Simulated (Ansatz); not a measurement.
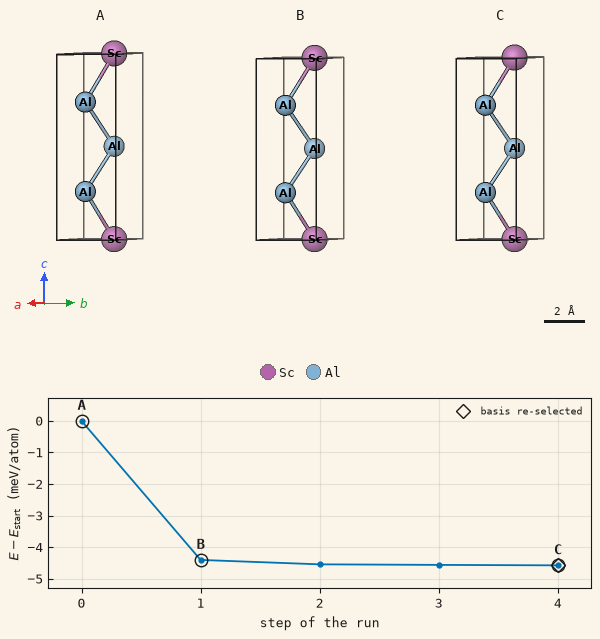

Frames of a relaxation of crystalline ScAl₃ (a generated structure, set up in P-6m2), marked on the history of the run. A ball-and-stick model of the cell of the calculation, seen from a free direction.

These are results of DFT PBE, scalar-relativistic, plane waves, PAW (Ansatz 0.2.0), not measurements. Settings: plane-wave cutoff 420 eV; k-point mesh 18 × 18 × 6; occupations gaussian; smearing width 0.1 eV; no spin polarisation; cell and atoms relaxed; force threshold 0.01 eV/Å; at most 80 steps.

Q: Describe the path.

A: The largest moves relative to the cell, 0.006 Å, are those of Al atoms. Sc stays in place. The volume changes by +0.5 %, with a = b 3.008 → 3.048 Å (+1.3 %), c 9.415 → 9.207 Å (−2.2 %). Near-neighbour distances that change, for instance: Sc–Sc 3.008 → 3.048 Å, Al–Al 2.856 → 2.826 Å, Al–Sc 2.995 → 2.970 Å. Bond angles that change, for instance: Al–Al–Al 105.1° → 103.0°. The space group stays P-6m2 (No. 187). After 3 accepted moves (4 points after the start) the energy has fallen by 4.6 meV per atom. Largest force component: 0.012 eV/Å at the start, 0.00016 eV/Å at the end. Pressure: −0.05 GPa at the start and 0.00 GPa at the end. The SCF was repeated once at an unchanged geometry on a basis and grid sized afresh for the cell, which shifted the energy by less than 0.05 meV per atom at most. Cost: 55 s on 1 thread of AMD EPYC 7R43 64-Core Processor (Zen 3), on a shared host, peak memory 0.55 GiB. From step 0 to 1: volume +0.4 %, energy −4.4 meV per atom. From step 1 to 4: energy −0.2 meV per atom.
